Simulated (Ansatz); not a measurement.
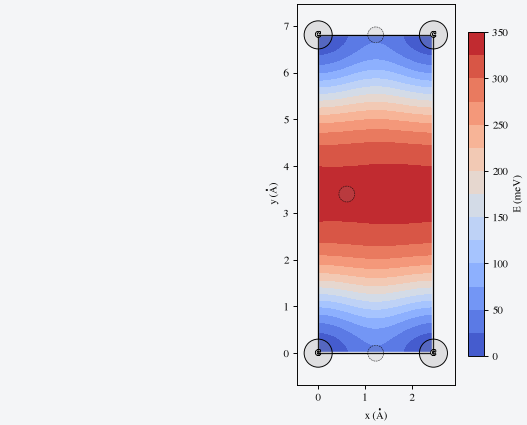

H on a C(110) slab cut from the Fmmm phase, its upper half relaxed before the scan (20 atoms of substrate and one adsorbate in a 2 × 1 cell). 
- H is moved over the surface cell at a fixed height above a rigid substrate; the origin of the map has the adsorbate above C19; the height is held at 3.30 Å.
- Places are given modulo a cell vector. The map is drawn in real space over the plane of the surface.
- Grid: 6 × 6 points; 24 points were computed and 12 follow by symmetry.
- Places are given in fractions of the 1 × 1 surface cell.
- All energies are given in meV relative to the lowest grid point.
- The runs have no spin polarisation, so an open-shell adsorbate far from the surface lies too high. At a fixed height the lowest place need not be the adsorption site.
- Level of theory: DFT PBE+D3(BJ), scalar-relativistic, plane waves, PAW in Ansatz 0.2.0. Settings: cutoff 420 eV, k-mesh 6×4×1, gaussian smearing 0.1 eV, no spin polarisation.

Drawn: filled contours, labelled circles for the atoms of the top layer and small ones for the second layer, the outline of one cell of the plane. Between grid points the surface is interpolated.

The lowest grid point is at the top site over a surface C atom, (0/6, 0/6) of the cell vectors. No other kind of well shows on this grid. The highest grid point, (4/6, 3/6) of the cell vectors, lies 338 meV above the lowest. On the interpolated surface the easiest way out of the lowest well to its copy in the next cell or period passes a barrier of about 47 meV.

The scan is repeated with another setting: the height is held at 2.50 Å; all else is set up alike.

### What does this change do to the map?

The lowest place stays at the top site over a surface C atom, (0/6, 0/6) of the cell vectors. The span from the lowest to the highest grid point grows from 338 to 1273 meV. The easiest pass out of the lowest well goes from about 47 to about 280 meV on the interpolated surfaces. In the new map: at the lowest point the adsorbate has 1 C at 2.50 Å as nearest neighbours, at the highest 1 C at 3.65 Å.

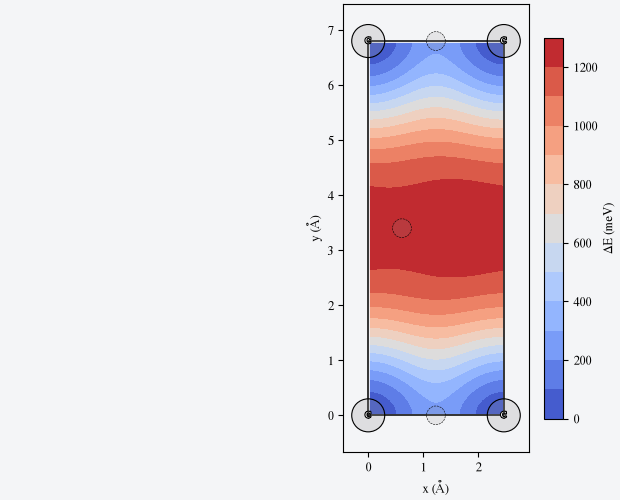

The map after the change, on a colour scale of its own. The picture shows filled contours, labelled circles for the atoms of the top layer and small ones for the second layer, the outline of one cell of the plane. Between grid points the surface is interpolated.

PAW datasets: the set soft_1.
